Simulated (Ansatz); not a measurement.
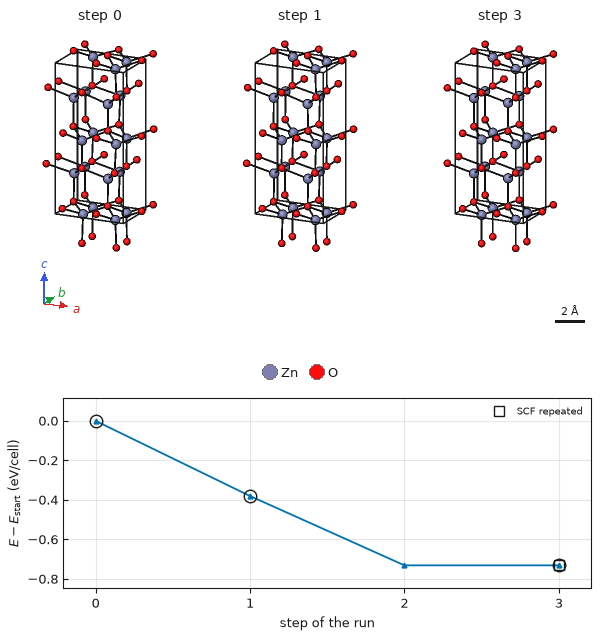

Frames of a relaxation of a crystal of ZnO (set up in P1), marked on the history of the run. Style: ball-and-stick. Shown: the cell of the calculation, slightly off an axis.

Computed with Ansatz 0.2.0, DFT PBE, scalar-relativistic, plane waves, PAW.

Input file:
```yaml
crystal:
  lattice:
    - [6.558774886, -1.0e-10, 0.0]
    - [-3.2793874431, -5.680065669, 0.0]
    - [0.0, 0.0, -10.5863553027]
  atoms:
    - { symbol: Zn, position: [0.1688461506, 0.3396423321, 0.2491741704] }
    - { symbol: Zn, position: [0.1628894739, 0.3365779535, 0.7494652316] }
    - { symbol: Zn, position: [0.664693371, 0.3356252933, 0.2446443717] }
    - { symbol: Zn, position: [0.6616464756, 0.3373875371, 0.739057553] }
    - { symbol: Zn, position: [0.1614176579, 0.8389488167, 0.2461881323] }
    - { symbol: Zn, position: [0.1734721603, 0.8357483163, 0.7479379465] }
    - { symbol: Zn, position: [0.6713862078, 0.8390132046, 0.2461823527] }
    - { symbol: Zn, position: [0.6789313055, 0.8384217906, 0.752124995] }
    - { symbol: Zn, position: [0.8382028103, 0.1683191455, 0.5006569093] }
    - { symbol: Zn, position: [0.8285775762, 0.1602536633, 0.9981083197] }
    - { symbol: Zn, position: [0.3381036035, 0.1711540997, 0.4919282806] }
    - { symbol: Zn, position: [0.351038661, 0.1775532534, 1.0045494899] }
    - { symbol: Zn, position: [0.8341217754, 0.6595368032, 0.4934134166] }
    - { symbol: Zn, position: [0.8259158592, 0.6655320818, 0.998997465] }
    - { symbol: Zn, position: [0.3376260756, 0.6676614086, 0.4997238538] }
    - { symbol: Zn, position: [0.3346700492, 0.6680524449, 1.0021415038] }
    - { symbol: O, position: [0.1646517207, 0.3213193682, 0.0631081041] }
    - { symbol: O, position: [0.1574231085, 0.3294569349, 0.5600451149] }
    - { symbol: O, position: [0.6632641834, 0.323390972, 0.0636547867] }
    - { symbol: O, position: [0.6642228751, 0.3333912633, 0.5624415568] }
    - { symbol: O, position: [0.1620563412, 0.8308454837, 0.0603801829] }
    - { symbol: O, position: [0.1692344345, 0.8380787028, 0.561077221] }
    - { symbol: O, position: [0.6601136589, 0.8285376036, 0.0559934249] }
    - { symbol: O, position: [0.6583762708, 0.8409795824, 0.5575879252] }
    - { symbol: O, position: [0.8184085052, 0.1571563759, 0.3069786764] }
    - { symbol: O, position: [0.8403088466, 0.1717481715, 0.812819395] }
    - { symbol: O, position: [0.3360512519, 0.163159841, 0.3084864541] }
    - { symbol: O, position: [0.3359181412, 0.1746288815, 0.8103910887] }
    - { symbol: O, position: [0.82450099, 0.6677122405, 0.3083776994] }
    - { symbol: O, position: [0.8284259048, 0.6793994739, 0.8078148197] }
    - { symbol: O, position: [0.323270523, 0.6595090498, 0.3089475061] }
    - { symbol: O, position: [0.3265115808, 0.6598366226, 0.8117770365] }
basis:
  ecutwfc: 420
  xc_grid: 2
kpoints:
  mp_grid: { grid: [3, 3, 2], shift: [0.0, 0.0, 0.5] }
hamiltonian:
  xc: pbe
scf:
  occupations: { method: gaussian, width: 0.02 }
output:
  forces: true
  stress: false
  eigenvalues: true
relax:
  adjacent_minimum: "off"
  f_tol: 0.03
  max_steps: 25
```

Command:
```bash
ansatz run input.yaml --threads 8 --pin off --max-ram 14336MiB --backend cpu --events-out ev --progress --plain --runs-dir out
```

**Describe the path.**

The atom that moves furthest is Zn12 (0.12 Å roughly along [−3 −2 −1]). Largest moves by element: Zn 0.12 Å, O 0.10 Å. The cell stays as it was. Near-neighbour distances that change, for instance: Zn8–O30 1.849 → 1.997 Å, Zn13–O24 2.140 → 1.999 Å, Zn4–O20 1.870 → 2.004 Å, Zn12–O19 1.882 → 1.998 Å. Among the angles between lasting bonds that change: Zn9–O24–Zn15 115.5° → 110.3°, O17–Zn12–O21 105.2° → 110.2°, O17–Zn12–O19 115.3° → 110.4°. The space group (tolerance 0.01 Å) goes from P1 (No. 1) to P6_3mc (No. 186). The energy falls by 0.731 eV per cell of the calculation in 2 accepted moves (3 points after the start). Largest force component: 1.5 eV/Å at the start, 0.016 eV/Å at the end. 1 step only repeated the SCF at the same geometry. From step 0 to 1: Zn and O atoms move most (0.05 Å), energy −0.380 eV per cell of the calculation. From step 1 to 3: Zn4 moves most (0.09 Å), energy −0.351 eV per cell of the calculation.

```json
{"step": "0", "E − E(0), meV/atom": "0.00", "largest force component, eV/Å": "1.5266", "note": ""}
{"step": "1", "E − E(0), meV/atom": "-11.89", "largest force component, eV/Å": "1.0116", "note": ""}
{"step": "2", "E − E(0), meV/atom": "-22.85", "largest force component, eV/Å": "0.0165", "note": ""}
{"step": "3", "E − E(0), meV/atom": "-22.85", "largest force component, eV/Å": "0.0159", "note": "same geometry, SCF repeated"}
```
